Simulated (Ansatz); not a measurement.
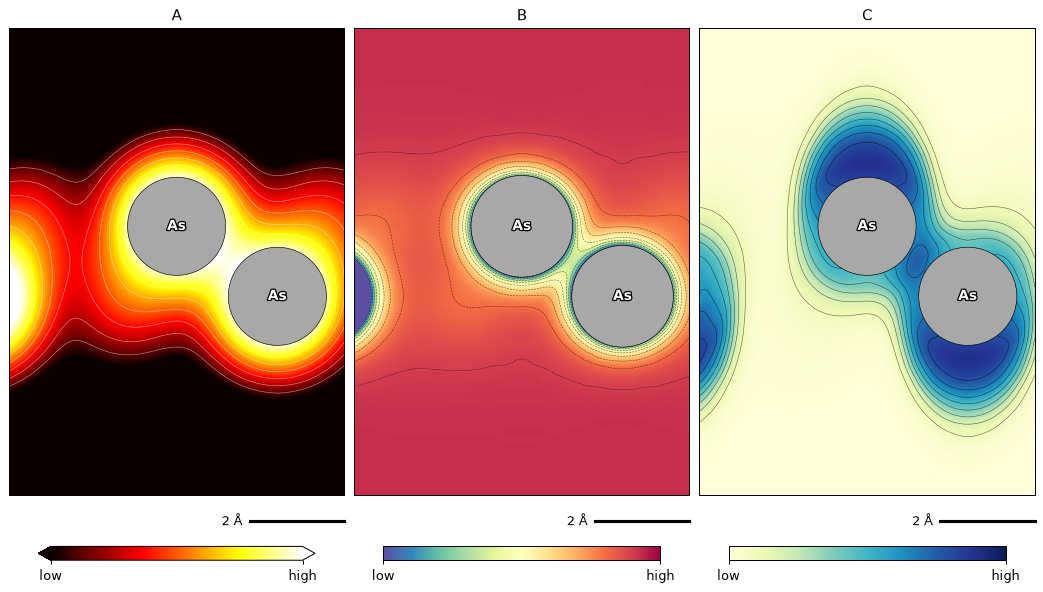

As (slab): 3 fields on the (110) plane of the calculation cell, a cut from vacuum to vacuum, with unlabelled colour scales. Grey discs cover the atomic cores.

Not relaxed (largest force 1.6 eV/Å).

Theory: DFT LDA, scalar-relativistic, plane waves, PAW in Ansatz.

Which field does each panel show? The fields are: electron localisation function, electrostatic potential energy of an electron and valence pseudo-density.

Answer. Panel A: valence pseudo-density. Panel B: electrostatic potential energy of an electron (low next to the atoms, rising into the space between them). Panel C: electron localisation function. From the grid: As–As (2.59 Å): the density is about 0.45 e/Å³ at the midpoint; the ELF peaks at about 0.75 between the atoms.
